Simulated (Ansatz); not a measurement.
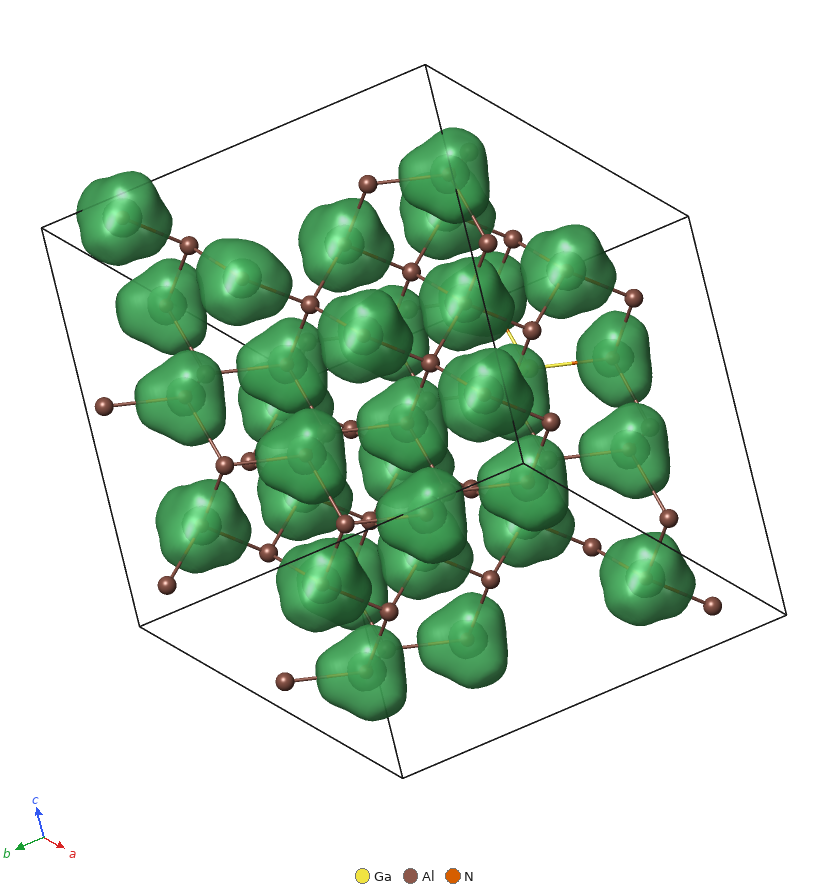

Al₃₁GaN₃₂ (cell with a defect). Isosurface of the electron localisation function at 0.7 (green), seen at an oblique angle. Core shells and regions of very low density are left out. Sticks mark near contacts.

All numbers below come from Ansatz, DFT PBE, scalar-relativistic, plane waves, PAW.

Al₃₁GaN₃₂ (cell with a defect), 64 atoms, a = 9.68 Å, b = 9.68 Å, c = 9.68 Å, α = 99.44°, β = 111.90°, γ = 117.58°.

### Describe the localisation domains.

At this value the surface marks out 32 regions on N in which the atom's valence shell and bonds are merged, counted in one cell of 64 atoms. Any copies at cell faces, edges or corners count once. Profiles from the grid: Al–N (1.89 Å): the ELF peaks at about 0.90 between the atoms, as expected for a polar covalent bond. Ga–N (1.96 Å): the ELF peaks at about 0.85 in the valence shell of N, 0.7 Å from its nucleus, and is about 0.45 at the midpoint.
